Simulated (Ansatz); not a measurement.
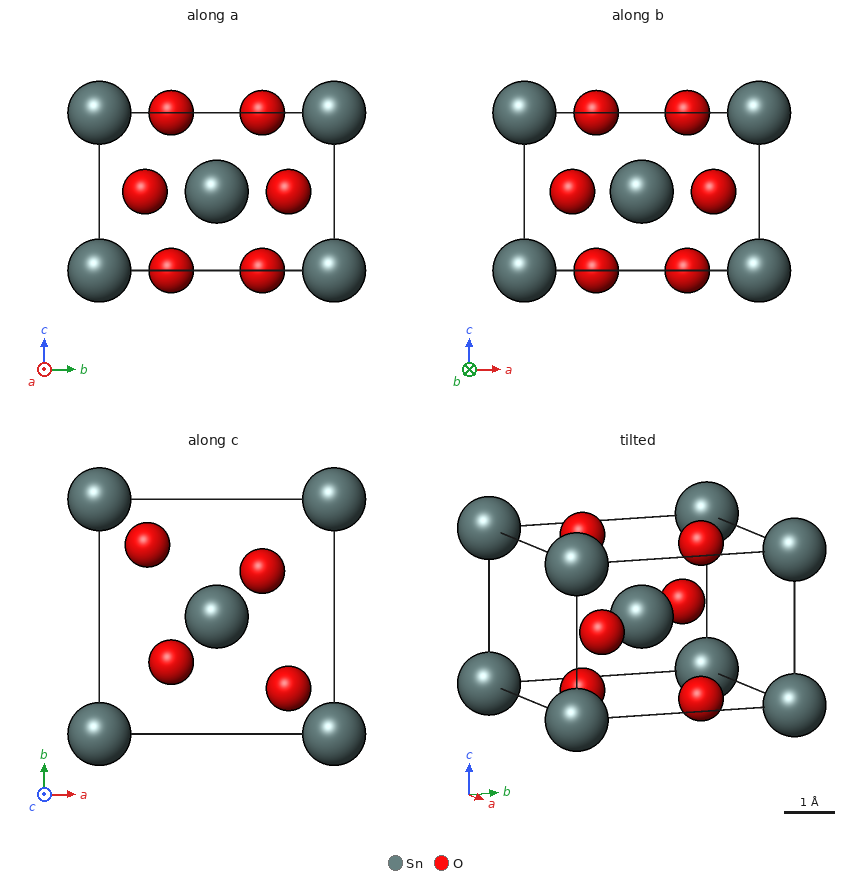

Structure drawing (spheres-only), viewed along the a axis, along the b axis, along the c axis and slightly off an axis. Thin lines show the unit cell, with boundary atoms drawn in all their periodic places.

Lattice parameters: a = 4.7602 Å, b = 4.7602 Å, c = 3.2008 Å, α = 90.000°, β = 90.000°, γ = 90.000°.

### Give the structure in the form of a CIF in P1 with every atom of the cell, with free fractional coordinates to two decimals.

```cif
data_structure
_symmetry_space_group_name_H-M 'P 1'
_symmetry_Int_Tables_number 1
_cell_length_a 4.7602
_cell_length_b 4.7602
_cell_length_c 3.2008
_cell_angle_alpha 90.000
_cell_angle_beta 90.000
_cell_angle_gamma 90.000
_cell_volume 72.53
loop_
_atom_site_label
_atom_site_type_symbol
_atom_site_fract_x
_atom_site_fract_y
_atom_site_fract_z
_atom_site_occupancy
Sn1 Sn 0.00 0.00 0.00 1
Sn2 Sn 0.50 0.50 0.50 1
O1 O 0.31 0.31 0.00 1
O2 O 0.81 0.19 0.50 1
O3 O 0.20 0.81 0.50 1
O4 O 0.69 0.69 0.00 1
```

The cell started as a structure type known for this compound. The cell was then strained or its atoms displaced on purpose. An electronic-structure calculation with Ansatz was run on it.

At this level of theory the run's own cell isn't at rest (forces up to 0.7 eV/Å), so its distances can differ from those at equilibrium, the more so the softer the solid.
